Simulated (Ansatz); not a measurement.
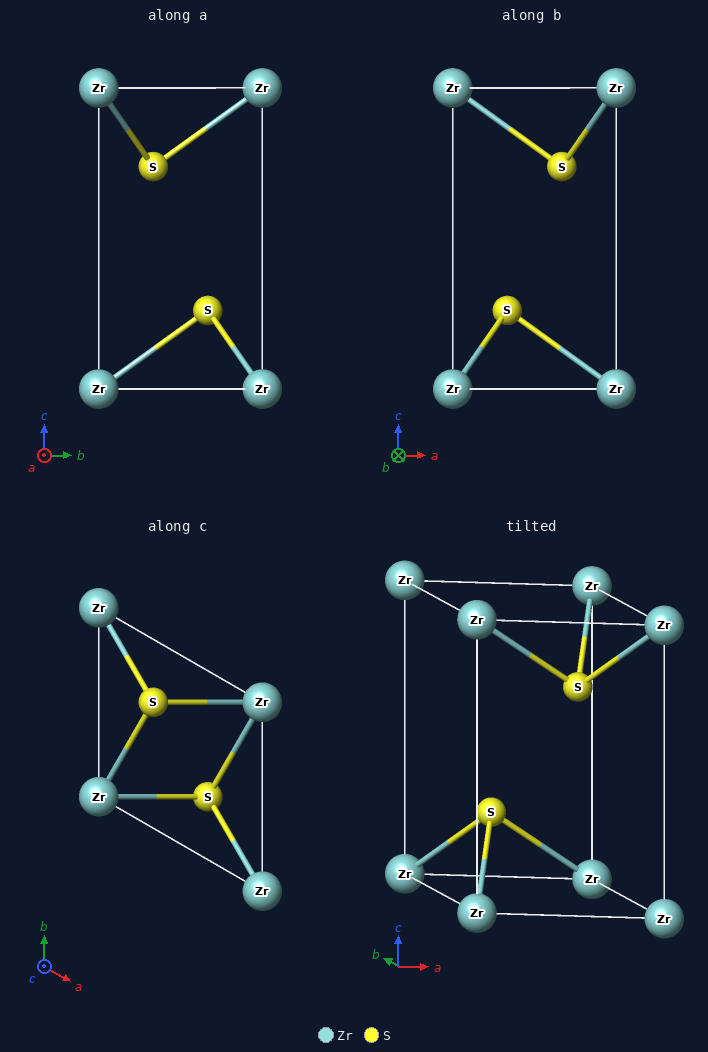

View along the a axis, along the b axis, along the c axis and slightly off an axis, drawn as a ball-and-stick model. The outline marks the conventional unit cell.

Lattice parameters: a = 3.564 Å, b = 3.564 Å, c = 5.681 Å, α = 90.00°, β = 90.00°, γ = 120.00°. Put a along x and b in the xy plane.

**Put the structure into a POSCAR file, with free fractional coordinates to two decimals.**

```
Zr S
1.0
     3.564    0.000    0.000
    -1.782    3.087    0.000
     0.000    0.000    5.681
Zr S
1 2
Direct
  0.00 0.00 0.00
  0.3333 0.6667 0.26
  0.6667 0.3333 0.74
```

It goes back to a structure type filled with these elements by a generator (whether the compound takes this form wasn't checked). Earlier steps of the study, as a rule a relaxation of our own, may have changed the cell and positions, so they can lie some per cent off the listed ones. It went into a calculation with Ansatz.
